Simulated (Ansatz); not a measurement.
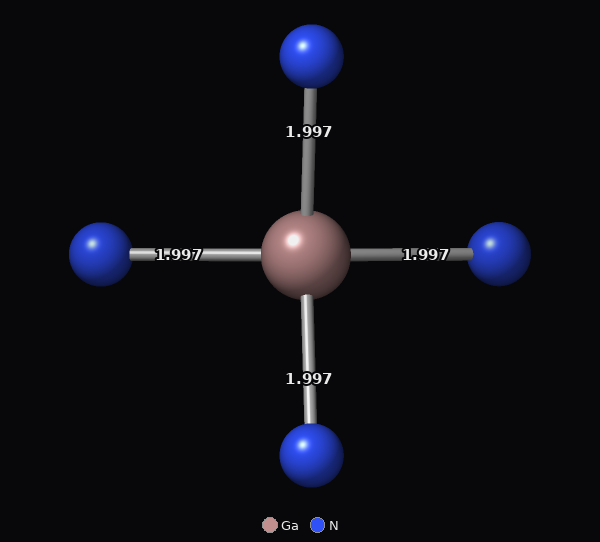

The surroundings of site Ga1 (at 0.500, 0.500, 0.000) in GaN (P4/nmm), with bond lengths in Å.

Origin of the cell: the end point of a relaxation with Ansatz, DFT PBE+D3(BJ), scalar-relativistic, plane waves, PAW; the starting structure was generated, so it need not be a known form of this composition.

```
CELL_PARAMETERS angstrom
3.71951 0.00000 0.00000
0.00000 3.71951 0.00000
0.00000 0.00000 3.50104
ATOMIC_POSITIONS crystal
Ga 0.50000 0.50000 0.00000
Ga 0.00000 0.00000 0.00000
N 0.50000 0.00000 0.79200
N 0.00000 0.50000 0.20800
```

Bond valence s = exp((R0 − d)/b), R0 fitted to published crystal structures with b = 0.37 Å; R0 in Å: Ga3+–N 1.897.

### Calculate the bond-valence sum of Ga1 from the bonds drawn.

4 × 0.763 = 3.05 v.u., against a formal valence of 3: a close match.

### And over the whole structure?

| site | x, y, z | formal valence | bond-valence sum | difference |
| --- | --- | --- | --- | --- |
| Ga1 | 0.500, 0.500, 0.000 | +3 | 3.15 | 0.15 |
| N1 | 0.500, 0.000, 0.792 | −3 | 3.15 | 0.15 |

These sums include all anions within 5 Å. The global instability index (root mean square of the differences over all atoms) is 0.15 v.u.: moderate strain, common in real structures. Cells relaxed with PBE tend to have slightly long bonds, which lowers the sums.
